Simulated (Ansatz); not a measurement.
System: Al, space group Im-3m (No. 229).

Structure:
```yaml
crystal:
  lattice:
    - [-1.59437, 1.59437, 1.59437]
    - [1.59437, -1.59437, 1.59437]
    - [1.59437, 1.59437, -1.59437]
  atoms:
    - { symbol: Al, position: [0.00000, 0.00000, 0.00000] }
```

Calculation (Ansatz 0.2.0): third-order Birch-Murnaghan fit to density functional energies at scaled volumes of the given relaxed cell, shape and atoms relaxed at each volume; energies count from the fitted minimum; plane waves with PAW datasets, Γ-centred k mesh. Level: r2SCAN, no spin polarisation.

| setting | value |
| --- | --- |
| wave cutoff | 500 eV |
| k mesh | 18×18×18 |
| occupations | Gaussian |
| smearing width | 0.1 eV |

Predict the energy above the minimum and pressure against volume. The volume takes the values 14.266, 14.753, 15.239, 15.725, 16.212, 16.698, 17.184, 17.833 Å³/atom.

A third-order Birch–Murnaghan fit gives V0 = 16.21 Å³/atom, B0 = 80.9 GPa and B′ = 4.5. The energy above the minimum is 74.3 meV/atom at volume 14.266 Å³/atom and 34.5 meV/atom at 17.833 Å³/atom; the lowest computed point is at volume 16.212 Å³/atom (0.0 meV/atom), and no other minimum shows. The pressure falls from 13.81 GPa at volume 14.266 Å³/atom to −6.33 GPa at 17.833 Å³/atom, and changes sign near 16.21 Å³/atom. The solid is metallic at every point.

| volume (Å³/atom) | energy above the minimum (meV/atom) | pressure (GPa) |
| --- | --- | --- |
| 14.266 | 74.3 | 13.81 |
| 14.753 | 39.2 | 9.46 |
| 15.239 | 16.4 | 5.76 |
| 15.725 | 3.8 | 2.63 |
| 16.212 | 0.0 | −0.02 |
| 16.698 | 3.5 | −2.26 |
| 17.184 | 13.3 | −4.18 |
| 17.833 | 34.5 | −6.33 |

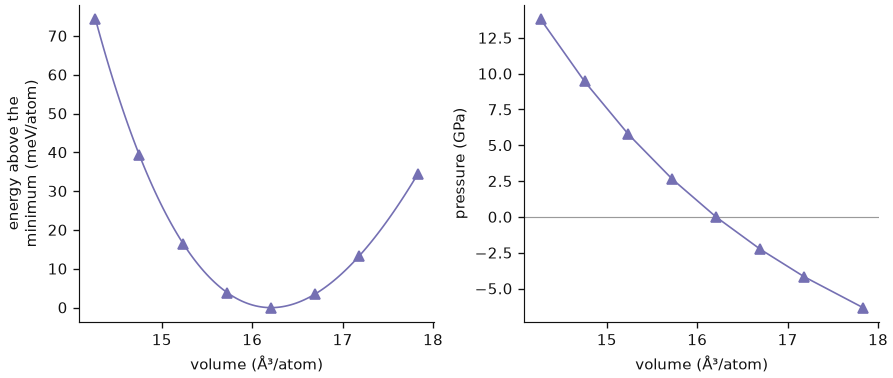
